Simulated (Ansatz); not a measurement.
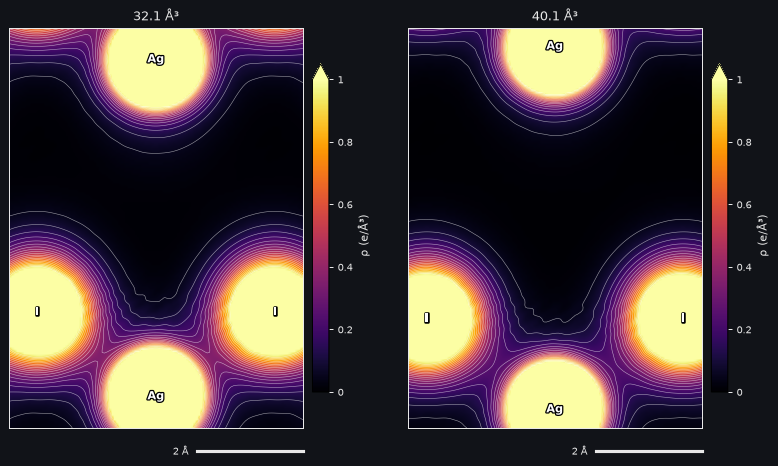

AgI. The valence charge density (pseudo) of cells scaled evenly to different volumes (given per atom above each panel), on the (101̄) plane of each (indices in the axes of the cell below), at one length scale and on one colour scale.

The calculation used Ansatz 0.2.0, DFT PBE, scalar-relativistic, plane waves, PAW.

In a PAW calculation such maps are meaningful between the atoms, not at the nuclei.

The largest cell:

```yaml
crystal:
  lattice:
    - [0.00000, 3.42256, 3.42256]
    - [3.42256, 0.00000, 3.42256]
    - [3.42256, 3.42256, 0.00000]
  atoms:
    - { symbol: Ag, position: [0.00000, 0.00000, 0.00000] }
    - { symbol: I, position: [0.25000, 0.25000, 0.25000] }
```

| volume (Å³/atom) | Ag–I contact in the plane (Å) | ρ at its midpoint (e/Å³) | pressure (GPa) | gap on the mesh (eV) | 
| --- | --- | --- | --- | --- |
| 32.07 | 2.752 | 0.372 | 4.6 | 1.34 | 
| 37.54 | 2.900 | ? | ? | ? | 
| 40.09 | 2.964 | 0.260 | −1.9 | 1.36 | 

Q: What values belong in the row with question marks?

A: Over the known rows ln ρ falls by 1.69 per Å of Ag–I distance (the line through the two), which gives 0.290 e/Å³ at 2.900 Å; the calculation gives 0.288 e/Å³. For the pressure, a straight line in volume between the neighbouring rows gives 0.2 GPa; the calculation gives −0.7, lower because pressure rises ever faster on compression. For the gap on the mesh, a straight line in volume between the neighbouring rows gives 1.35 eV; the calculation gives 1.35.
